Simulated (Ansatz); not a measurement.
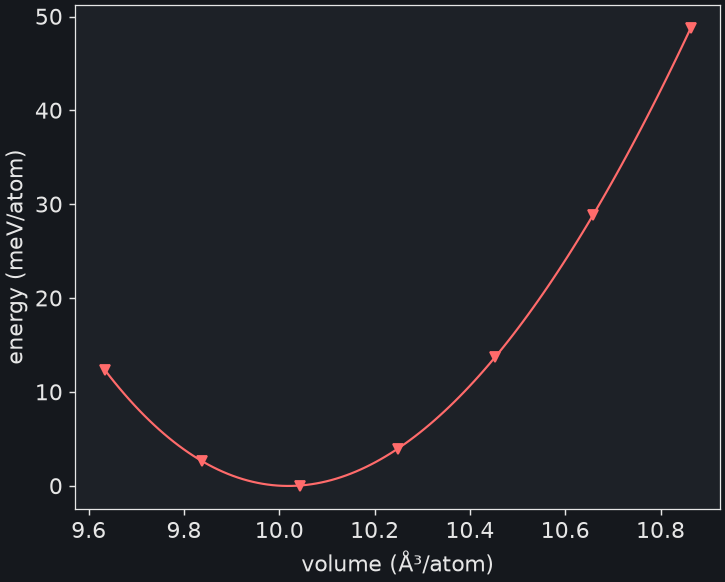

Plotted: energy against volume for ZrB₂, space group P6/mmm (No. 191).

Structure:
```yaml
crystal:
  lattice:
    - [3.17000, 0.00000, 0.00000]
    - [-1.58500, 2.74530, 0.00000]
    - [0.00000, 0.00000, 3.53300]
  atoms:
    - { symbol: Zr, position: [0.00000, 0.00000, 0.00000] }
    - { symbol: B, position: [0.66667, 0.33333, 0.50000] }
    - { symbol: B, position: [0.33333, 0.66667, 0.50000] }
```

Calculation (Ansatz 0.2.0): plane-wave DFT, no spin polarisation; energies at scaled volumes of the given cell, shape and fractions fixed, counted from the fit's minimum, third-order Birch-Murnaghan fit. Level: PBE with D3(BJ).

k mesh 10×10×8; occupations Fermi–Dirac; smearing width 0.05 eV; potentials Ansatz PAW; wave cutoff 420 eV; density cutoff 1680 eV.

From this curve and the settings, what does the calculation give for the pressure at the same points?

The pressure falls from 10.62 GPa at volume 9.63 Å³/atom to −17.33 GPa at 10.86 Å³/atom, and changes sign near 10.02 Å³/atom.

```json
{"volume (Å³/atom)": "9.63", "pressure (GPa)": "10.62"}
{"volume (Å³/atom)": "9.84", "pressure (GPa)": "4.72"}
{"volume (Å³/atom)": "10.04", "pressure (GPa)": "-0.61"}
{"volume (Å³/atom)": "10.25", "pressure (GPa)": "-5.44"}
{"volume (Å³/atom)": "10.45", "pressure (GPa)": "-9.80"}
{"volume (Å³/atom)": "10.66", "pressure (GPa)": "-13.76"}
{"volume (Å³/atom)": "10.86", "pressure (GPa)": "-17.33"}
```

Keep in mind: shape and atomic fractions are frozen while scaling, which makes layered, chain and framework solids too stiff.
